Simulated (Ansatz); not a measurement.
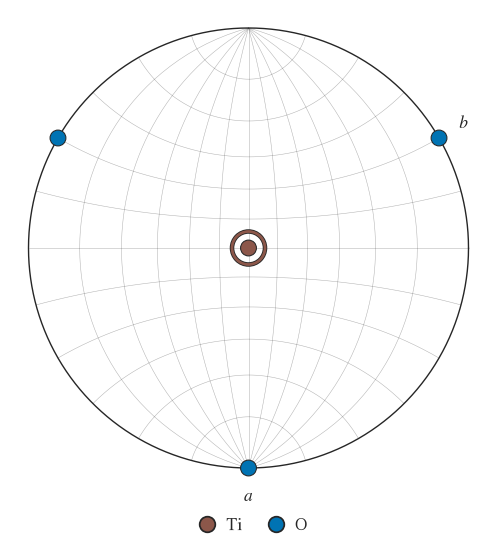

Directions from one titanium atom at (0, 0, 0) to its bonded neighbours, in stereographic projection down c (filled: above the plane of the page or in it, open: below). Crystal: TiO, the end point of a relaxation with Ansatz, DFT r2SCAN, scalar-relativistic, plane waves, PAW. All values are computed from the atomic coordinates in the standard setting (tolerance 0.002 Å).

Neighbours are counted up to 2.94 Å for Ti, 2.68 Å for O.

```
CELL_PARAMETERS angstrom
4.97955 0.00000 0.00000
-2.48978 4.31242 0.00000
0.00000 0.00000 2.86600
ATOMIC_POSITIONS crystal
Ti 0.66667 0.33333 0.50000
Ti 0.33333 0.66667 0.50000
Ti 0.00000 0.00000 0.00000
O 0.60573 0.60573 0.00000
O 0.39427 0.00000 0.00000
O 0.00000 0.39427 0.00000
```

Q: How many neighbours are there, and at what angles?

A: 5: 3 O at 1.96 Å, 2 Ti at 2.87 Å. Angles between bonds: 90° (6×), 120° (3×), 180° (1×).

Q: What is the site's symmetry in the crystal?

A: Point group -6m2 (D3h), order 12: one −6 axis, three twofold axes, four mirror planes. In P-62m, No. 189 this is Wyckoff position 1a.
